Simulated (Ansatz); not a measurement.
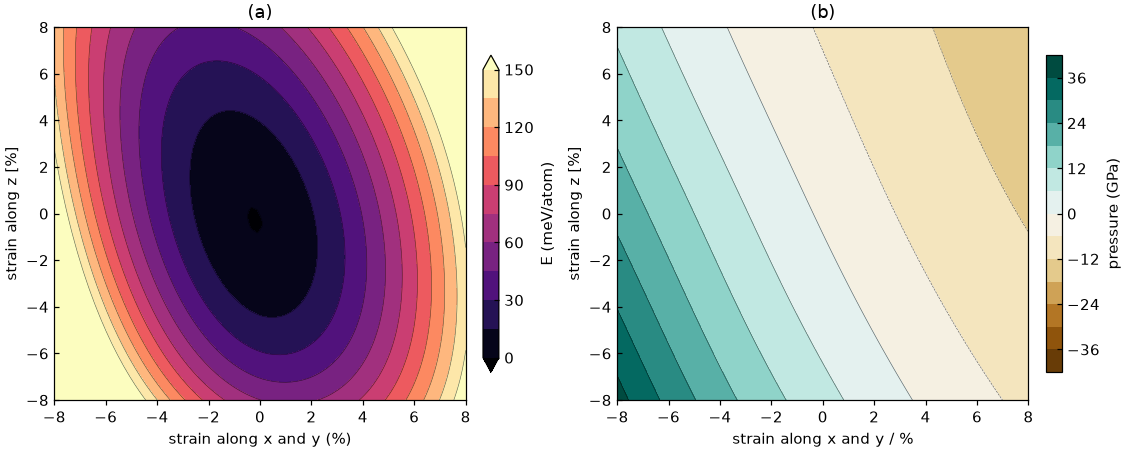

P (Imma, No. 74; 2 atoms in the cell). 
- The cell is strained homogeneously, by one strain along x and y and another along z, with fractional coordinates fixed (x along [1 0 0], z along [0 0 1] of the conventional cell).
- Coordinates scanned: (1) strain along x and y; (2) strain along z.
- Grid: 5 × 5 points.
- Energies are in meV/atom, from the lowest grid point.
- The reference cell is the one listed in the database, not relaxed at this level.
- Level of theory: DFT PBEsol, scalar-relativistic, plane waves, PAW in Ansatz. Settings: cutoff 420 eV, k-mesh 18×18×18, gaussian smearing 0.15 eV, no spin polarisation.

Panel (a) is the energy and panel (b) the computed pressure on the same grid.

In the figure: filled contours, one colour for all values above the top of the scale. Between grid points the surface is interpolated.

How does the pressure vary over the map, and what is it at the lowest grid point?

It runs from −15.2 GPa at strain along x and y = 8 %, strain along z = 8 % to 38.4 GPa at strain along x and y = −8 %, strain along z = −8 %. At the lowest grid point, strain along x and y = 0 %, strain along z = 0 %, it is −0.8 GPa.

```tsv
strain along z ↓, strain along x and y →	−8	−4	0	4	8
8	10.9	0.6	−6.6	−11.7	−15.2
4	16.3	4.5	−4.0	−10.0	−14.0
0	22.5	9.0	−0.8	−7.8	−12.4
−4	29.8	14.2	3.2	−4.8	−10.2
−8	38.4	20.4	8.1	−1.0	−7.3
```
